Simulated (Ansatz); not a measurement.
**SnS2: band-structure calculation (part 2 of 2)**

The same run, continued: SnS2 (P-3m1, 3 atoms in the cell); DFT, r2SCAN with spin-orbit coupling, plane waves, PAW (Ansatz 0.2.0); cutoff 500 eV, 12×12×4 k-mesh, fixed occupations. The structure was built on a prototype by a generator. The geometry comes from this level: r2scan-rvv10 (a point of a series of strains). It belongs to a series of runs on one base structure; here: hydrostatic strain -3.0%.

Geometry of the input (Å; fractional positions):
```
3.5509  0.0000  0.0000
-1.7755  3.0752  0.0000
0.0000  0.0000  5.7829
Sn 0.0000  0.0000  0.0000
S  0.3333  0.6667  0.2581
S  0.6667  0.3333  0.7419
```

### File rho_z.tsv, continued
```
3.212737	8.783210e-2	0.000000e0	0.000000e0	0.000000e0	0.000000e0
3.341247	1.188275e-1	0.000000e0	0.000000e0	0.000000e0	0.000000e0
3.469756	1.613943e-1	0.000000e0	0.000000e0	0.000000e0	0.000000e0
3.598266	2.122290e-1	0.000000e0	0.000000e0	0.000000e0	0.000000e0
3.726775	2.634037e-1	0.000000e0	0.000000e0	0.000000e0	0.000000e0
3.855285	3.051260e-1	0.000000e0	0.000000e0	0.000000e0	0.000000e0
3.983794	3.318586e-1	0.000000e0	0.000000e0	0.000000e0	0.000000e0
4.112304	3.466318e-1	0.000000e0	0.000000e0	0.000000e0	0.000000e0
4.240813	3.584227e-1	0.000000e0	0.000000e0	0.000000e0	0.000000e0
4.369323	3.741696e-1	0.000000e0	0.000000e0	0.000000e0	0.000000e0
4.497832	3.928006e-1	0.000000e0	0.000000e0	0.000000e0	0.000000e0
4.626342	4.068780e-1	0.000000e0	0.000000e0	0.000000e0	0.000000e0
4.754851	4.107431e-1	0.000000e0	0.000000e0	0.000000e0	0.000000e0
4.883361	4.089503e-1	0.000000e0	0.000000e0	0.000000e0	0.000000e0
5.011870	4.191209e-1	0.000000e0	0.000000e0	0.000000e0	0.000000e0
5.140380	4.675373e-1	0.000000e0	0.000000e0	0.000000e0	0.000000e0
5.268889	5.783710e-1	0.000000e0	0.000000e0	0.000000e0	0.000000e0
5.397399	7.568121e-1	0.000000e0	0.000000e0	0.000000e0	0.000000e0
5.525908	9.713209e-1	0.000000e0	0.000000e0	0.000000e0	0.000000e0
5.654418	1.152431e0	0.000000e0	0.000000e0	0.000000e0	0.000000e0
```

### File v_z.tsv
```
# z_ang	v_es[eV]	v_tot[eV]	b_x[eV]	b_y[eV]	b_z[eV]
# format = ansatz-planar-average/11
# xc	r2scan
# density_cutoff_ev	2000
# datasets	Sn=:simpson_from_first_knot:soft:shift=0	S=:simpson_from_first_knot:soft:shift=0
# lattice	3.550932162	0.000000000	0.000000000
# lattice	-1.775466081	3.075197460	0.000000000
# lattice	0.000000000	0.000000000	5.782927431
# sites	3
# site	50	0.000000000	0.000000000	0.000000000
# site	16	-0.000000000	2.050131640	1.492685515
# site	16	1.775466081	1.025065820	4.290241916
0.000000	5.989529e0	-8.168732e0	0.000000e0	0.000000e0	0.000000e0
0.128509	5.685905e0	-8.387271e0	0.000000e0	0.000000e0	0.000000e0
0.257019	4.901610e0	-8.876786e0	0.000000e0	0.000000e0	0.000000e0
0.385528	3.940713e0	-9.338831e0	0.000000e0	0.000000e0	0.000000e0
0.514038	3.152376e0	-9.564451e0	0.000000e0	0.000000e0	0.000000e0
0.642547	2.687230e0	-9.618862e0	0.000000e0	0.000000e0	0.000000e0
0.771057	2.425311e0	-9.662070e0	0.000000e0	0.000000e0	0.000000e0
0.899566	2.226177e0	-9.844582e0	0.000000e0	0.000000e0	0.000000e0
1.028076	2.059452e0	-1.005217e1	0.000000e0	0.000000e0	0.000000e0
1.156585	1.957689e0	-1.011414e1	0.000000e0	0.000000e0	0.000000e0
1.285095	2.011570e0	-1.007145e1	0.000000e0	0.000000e0	0.000000e0
1.413604	2.246086e0	-9.744707e0	0.000000e0	0.000000e0	0.000000e0
1.542114	2.628873e0	-9.101292e0	0.000000e0	0.000000e0	0.000000e0
1.670623	3.196574e0	-8.123102e0	0.000000e0	0.000000e0	0.000000e0
1.799133	4.064248e0	-6.710638e0	0.000000e0	0.000000e0	0.000000e0
1.927642	5.388537e0	-4.820892e0	0.000000e0	0.000000e0	0.000000e0
2.056152	7.177519e0	-2.373638e0	0.000000e0	0.000000e0	0.000000e0
2.184661	9.111584e0	3.068559e-1	0.000000e0	0.000000e0	0.000000e0
2.313171	1.073117e1	2.668488e0	0.000000e0	0.000000e0	0.000000e0
2.441680	1.181078e1	4.464492e0	0.000000e0	0.000000e0	0.000000e0
2.570190	1.246427e1	5.772739e0	0.000000e0	0.000000e0	0.000000e0
2.698699	1.284907e1	6.737740e0	0.000000e0	0.000000e0	0.000000e0
2.827209	1.302694e1	7.356139e0	0.000000e0	0.000000e0	0.000000e0
2.955718	1.302694e1	7.356139e0	0.000000e0	0.000000e0	0.000000e0
3.084228	1.284907e1	6.737740e0	0.000000e0	0.000000e0	0.000000e0
3.212737	1.246427e1	5.772739e0	0.000000e0	0.000000e0	0.000000e0
3.341247	1.181078e1	4.464492e0	0.000000e0	0.000000e0	0.000000e0
3.469756	1.073117e1	2.668488e0	0.000000e0	0.000000e0	0.000000e0
3.598266	9.111584e0	3.068559e-1	0.000000e0	0.000000e0	0.000000e0
3.726775	7.177519e0	-2.373638e0	0.000000e0	0.000000e0	0.000000e0
3.855285	5.388537e0	-4.820892e0	0.000000e0	0.000000e0	0.000000e0
3.983794	4.064248e0	-6.710638e0	0.000000e0	0.000000e0	0.000000e0
4.112304	3.196574e0	-8.123102e0	0.000000e0	0.000000e0	0.000000e0
4.240813	2.628873e0	-9.101292e0	0.000000e0	0.000000e0	0.000000e0
4.369323	2.246086e0	-9.744707e0	0.000000e0	0.000000e0	0.000000e0
4.497832	2.011570e0	-1.007145e1	0.000000e0	0.000000e0	0.000000e0
4.626342	1.957689e0	-1.011414e1	0.000000e0	0.000000e0	0.000000e0
4.754851	2.059452e0	-1.005217e1	0.000000e0	0.000000e0	0.000000e0
4.883361	2.226177e0	-9.844582e0	0.000000e0	0.000000e0	0.000000e0
5.011870	2.425311e0	-9.662070e0	0.000000e0	0.000000e0	0.000000e0
5.140380	2.687230e0	-9.618862e0	0.000000e0	0.000000e0	0.000000e0
5.268889	3.152376e0	-9.564451e0	0.000000e0	0.000000e0	0.000000e0
5.397399	3.940713e0	-9.338831e0	0.000000e0	0.000000e0	0.000000e0
5.525908	4.901610e0	-8.876786e0	0.000000e0	0.000000e0	0.000000e0
5.654418	5.685905e0	-8.387271e0	0.000000e0	0.000000e0	0.000000e0
```

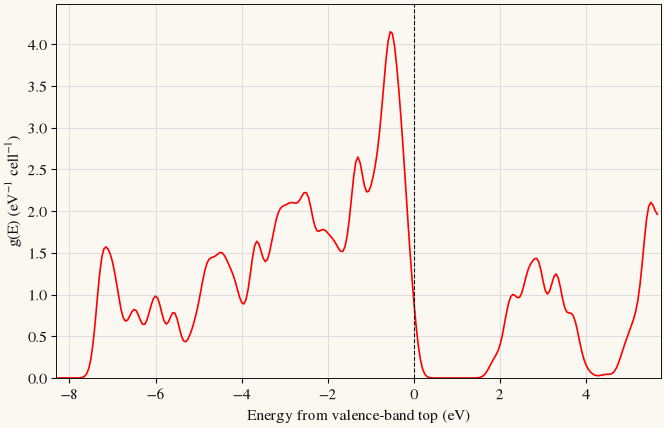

Figure 1. Density of states (the curve is built from the levels of the k mesh with Gaussians 0.3 eV wide, which also blur the band edges), with energies from the valence-band top. There is a gap of 1.85 eV on the k-point mesh. Small ripples come from the finite k-point mesh.

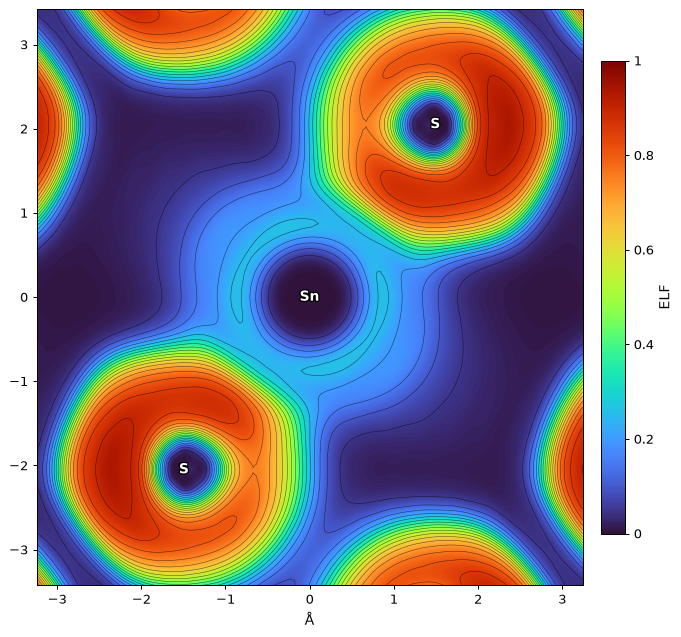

Figure 2. Electron localisation function on the (110) plane of the conventional cell. The section cuts through Sn and S sites. Sn–S (2.54 Å): the ELF is about 0.55 at the midpoint. The fields are those of the smooth PAW valence density.

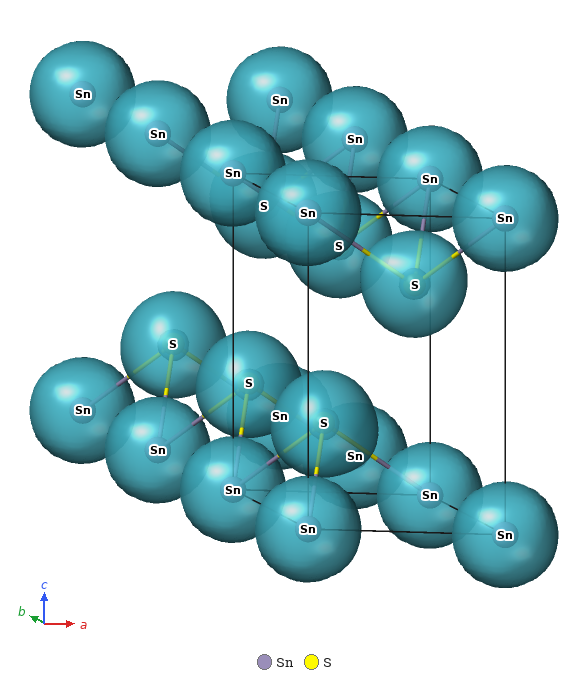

Figure 3. Isosurface of the valence pseudo-density at 0.6 e/Å³ (cyan), seen slightly off an axis. Sticks mark near contacts. The outline is the cell set on symmetry axes. At this value the density breaks into separate islands; it holds about 65 % of the electrons treated as valence (semicore included). It is pinched off along the Sn–S (2.54 Å) contacts. On the grid the lowest density along these lines, outside the cores, is 0.47 e/Å³ (Sn–S, 2.54 Å).

### Results in brief

- outcome: converged
- space group (tolerance 0.01 Å): P-3m1 (164)
- electrons treated: 26
- free energy: −7840.7971 eV
- Fermi energy: 7.284 eV
- gap on the k-point mesh: 1.85 eV
- net moment of the cell: 0.00 μB
- integrated absolute moment: 0.00 μB
- pressure: 6.19 GPa
- largest force (length of the vector): 0.046 eV/Å
- hardware: 1 × NVIDIA H100 80GB HBM3, 2 threads of AMD EPYC (Zen 3), 264 GiB of memory available, shared host
- wall time: 5.2 s (CPU time 8.3 s)
- peak memory: 1.4 GiB
